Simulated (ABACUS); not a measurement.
**A series of single points on Sn**

System: Sn (1 atom in the cell).
Method: Kohn-Sham DFT of a periodic cell, PBE, PseudoDojo NC SR 0.4.1 PBE standard, no spin polarisation (ABACUS 3.10.1).

The 7 runs differ only in the geometry, by an even scaling of the cell at fixed fractional positions. The structure derives from a Materials Project entry.

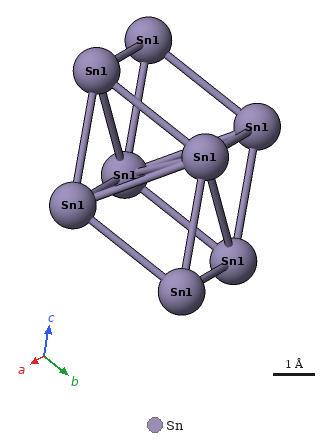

Figure 1. The structure of run 4 (ball-and-stick view of the cell of the calculation, seen slightly off an axis; atoms are numbered from 1 in the order of the input).

**The input of run 4**
```
INPUT_PARAMETERS
suffix              Sn
calculation         scf
basis_type          lcao
pseudo_dir          ./
orbital_dir         ./
symmetry            1
dft_functional      pbe
ecutwfc             100
pseudo_rcut         10
nspin               1
nbands              11
ks_solver           genelpa
smearing_method     fd
smearing_sigma      0.00367493
scf_thr             1e-07
scf_nmax            100
mixing_type         broyden
mixing_beta         0.7
cal_force           1
cal_stress          1
out_mul             1
```

**File STRU of run 4**
```
ATOMIC_SPECIES
Sn 118.7100 Sn.upf

NUMERICAL_ORBITAL
Sn_confined-atom_8au_2s2p2d.orb

LATTICE_CONSTANT
1.8897261246

LATTICE_VECTORS
-1.7265390000 1.7755470000 2.3383420000
1.7265390000 -1.7755470000 2.3383420000
1.7265390000 1.7755470000 -2.3383420000

ATOMIC_POSITIONS
Direct

Sn
0.0
1
0.0000000000 0.0000000000 0.0000000000 1 1 1
```

**File KPT of run 4**
```
K_POINTS
0
Gamma
11 11 11 0 0 0
```

Command:
```bash
OMP_NUM_THREADS=1 mpirun -np 4 abacus > log
```

Run 3 differs from it as follows:
```diff
--1.7265390000 1.7755470000 2.3383420000
-1.7265390000 -1.7755470000 2.3383420000
-1.7265390000 1.7755470000 -2.3383420000
+-1.7149511408 1.7636302181 2.3226479567
+1.7149511408 -1.7636302181 2.3226479567
+1.7149511408 1.7636302181 -2.3226479567
```

**Results, with one run withheld**

```tsv
run	volume per atom (Å³)	free energy per atom, from the lowest run given (meV)	pressure (GPa)
1	26.953	19.21	3.43
2	27.526	9.03	2.28
3	28.100	?	?
4	28.673	0.00	0.32
5	29.247	0.32	−0.51
6	29.820	3.50	−1.26
7	30.394	9.26	−1.94
```

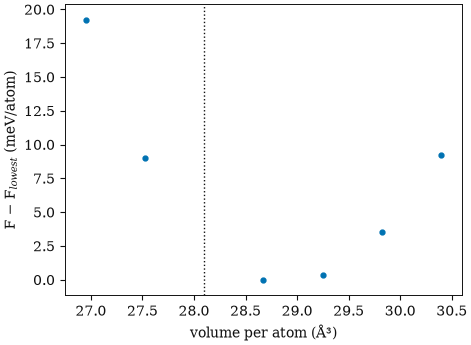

Figure 2. Free energy per atom of the runs given; the dotted line marks run 3.

Fit the runs given and predict run 3.

A cubic polynomial in V^(−2/3) (the Birch–Murnaghan form), fitted to the 6 runs given, misses them by at most 0.03 meV per atom. With x = V^(−2/3) − 0.10662 Å⁻², it reads F = −0.11619 + 624.33 x + 7.6513e+05 x² + 1.0299e+06 x³ (meV per atom). At run 3 it gives 2.76 meV per atom, and the run itself gives 2.74. The slope of the fit gives a pressure −dF/dV of 1.25 GPa there, and the run prints 1.25 GPa. The fit has its minimum at 28.890 Å³ per atom, where V d²F/dV² gives 42.5 GPa. Cell shape and fractional positions are held, so this is the stiffness under even scaling; the relaxed bulk modulus wasn't computed.

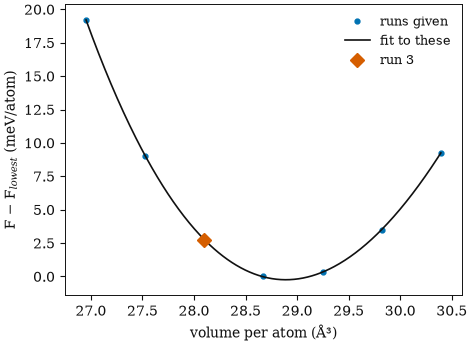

Figure 3. The fit and the withheld run.

**Some lines of the output (run 3)**
```
[...]
                          Volume (Bohr^3) = 189.627
                             Volume (A^3) = 28.0997
 E_Fermi        0.7952557877         10.8200100799
 E_Fermi        0.7920118026         10.7758733982
 E_Fermi        0.7912231300         10.7651429570
 E_Fermi        0.7910067112         10.7621984280
 E_Fermi        0.7910118992         10.7622690144
 E_Fermi        0.7910119843         10.7622701721
 E_KS(sigma->0) -157.6050240130      -2144.3263600040
 E_Fermi        0.7910120995         10.7622717403
 final etot is -2144.3281922 eV
 EFERMI = 10.76227174 eV
 TOTAL-PRESSURE: 12.458199 KBAR
 !FINAL_ETOT_IS -2144.3281922409196341 eV
```

Notes: Points of doubt noted for this run: home made orbitals.
